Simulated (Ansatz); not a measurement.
TiO2

Input

```
crystal:
  lattice:
    - [2.9579872909, 2.9e-09, 0.0]
    - [-1.478993648, 2.5616921365, 0.0]
    - [0.0, 0.0, 5.1179043118]
  atoms:
    - { symbol: Ti, position: [0.0, 0.0, 0.0] }
    - { symbol: O, position: [0.6666666667, 0.3333333333, 0.8123356864] }
    - { symbol: O, position: [0.3333333333, 0.6666666667, 0.1876643136] }
kpoints:
  mp_grid: { grid: [12, 12, 4] }
hamiltonian:
  xc: r2scan
  dispersion: rvv10
scf:
  occupations: { method: fermi_dirac, width: 0.03 }
relax:
  f_tol: 0.01
  cell: {}
  max_steps: 120
output:
  write_density: true
  write_potential: true
  elf: true
  volumetric_format: npy
```

Launched as:

```sh
ansatz run input.yaml --threads 2 --pin off --max-ram 2211MiB --backend cpu --events-out ev --progress --plain --runs-dir out
```

Below, planes, directions and counts refer to the conventional cell (a = 2.97 Å, b = 2.97 Å, c = 4.52 Å, α = 90.00°, β = 90.00°, γ = 120.00°).

The fields are those of the relaxed geometry.

Space group P-3m1; a structure from a database of computed crystals, not necessarily the ambient phase; started from the ZrS2-164 prototype, which need not be the ambient phase; computed without spin polarisation.

These are results of DFT, r2SCAN+rVV10, plane waves, PAW (Ansatz), not measurements.

The density is the valence pseudo-density of a PAW calculation; it isn't the true density close to the nuclei.

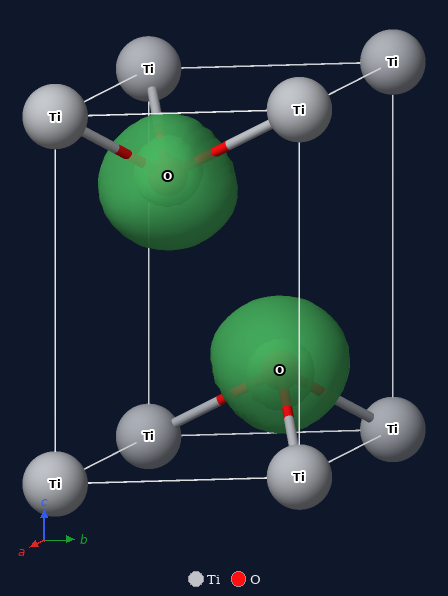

Figure 1. Isosurface of the ELF at 0.75 (green), seen slightly off an axis. Only the valence region is drawn (cores and ρ < 0.01 e/Å³ removed). Sticks mark near contacts.

**Where are the electrons localised?**

The surface consists of two regions wrapped around O (the valence shell of each), counted in one cell of 3 atoms. Regions shared between cells count once. Profiles from the grid: Ti–O (1.96 Å): the ELF peaks at about 0.80 in the valence shell of O, 0.6 Å from its nucleus, and is about 0.20 at the midpoint: no localised pair shows between them.

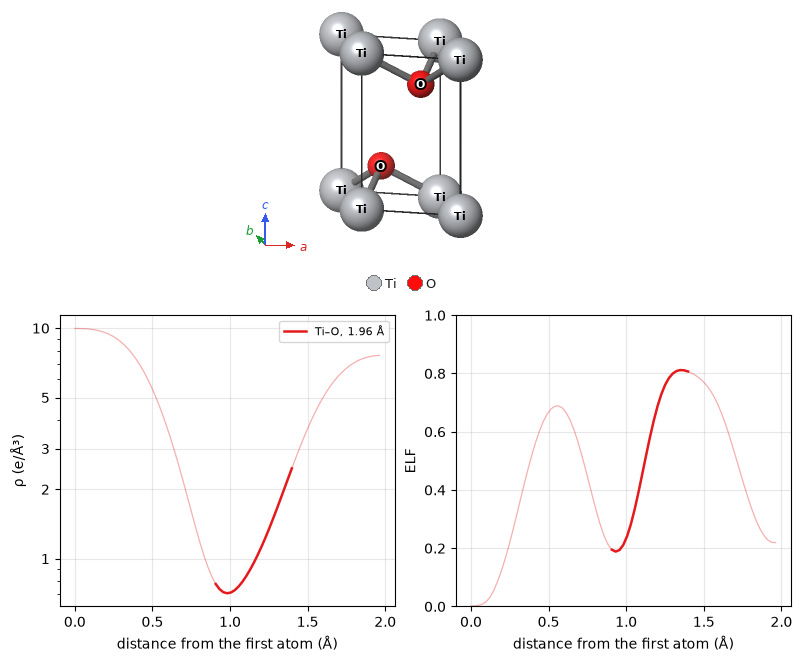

Figure 2. Valence pseudo-density and ELF along straight lines between neighbouring atoms. Thin, pale parts lie inside the atomic spheres. The structure is drawn too.

**What can be read from the curves?**

Ti–O (1.96 Å): ρ is about 0.71 e/Å³ halfway; the ELF peaks at about 0.80 in the valence shell of O, 0.6 Å from its nucleus, and is about 0.20 at the midpoint: no shared electron pair shows on this line.

**Does the calculation make it a metal, or give it a gap?**

It is gapped, with a Kohn–Sham gap of 2.9 eV on the k-point mesh (the band edges may lie off the mesh, which would make the gap smaller).
